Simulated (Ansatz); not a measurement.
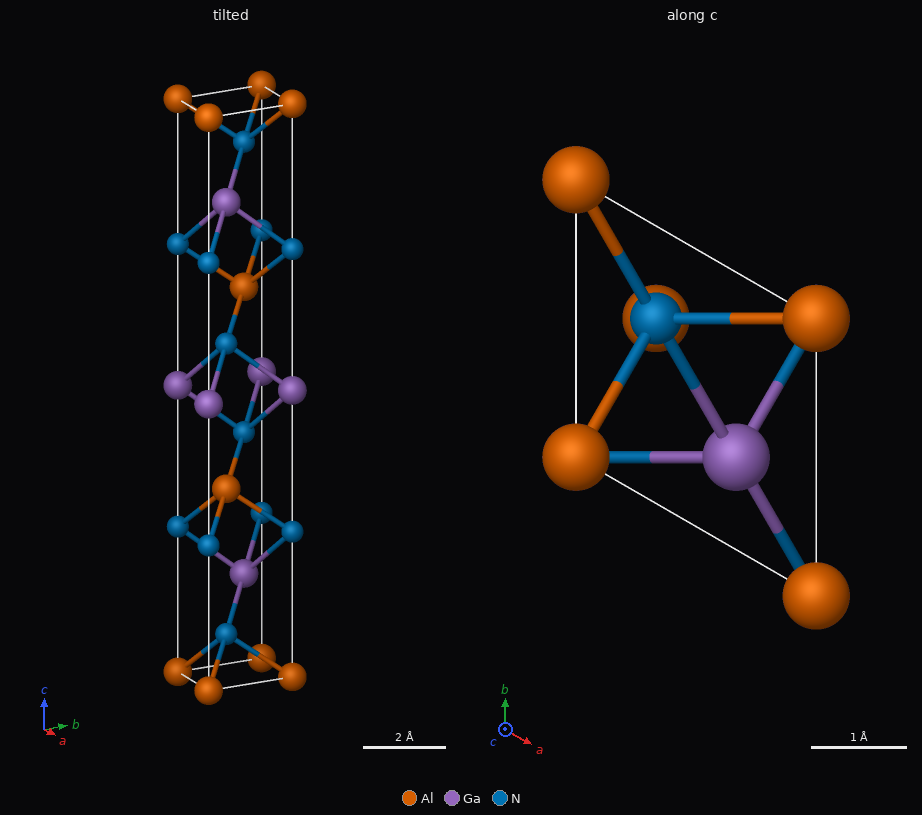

Crystal structure, ball-and-stick style, seen slightly off an axis and along the c axis. The frame is the conventional unit cell; atoms at its boundary are shown with their periodic copies.

AlGaN$_{2}$, space group R-3m (No. 166), a = 2.92 Å, b = 2.92 Å, c = 14.31 Å, α = 90.00°, β = 90.00°, γ = 120.00°.

Level of theory: Ansatz 0.2.0, G0W0 on HSE06, plane waves, PAW. Settings were a basis cut at 420 eV, k-points about 0.42 Å⁻¹ apart, no spin polarisation.

Question: Is it conducting or gapped at this level?

Answer: An insulator at this level, with a gap of 3.83 eV, indirect; the smallest direct gap is 4.33 eV.

The initial geometry was a structure type filled with these elements by a generator (whether the compound takes this form wasn't checked). Earlier steps of the study may have refined or changed the cell and positions. It went into a calculation with Ansatz.
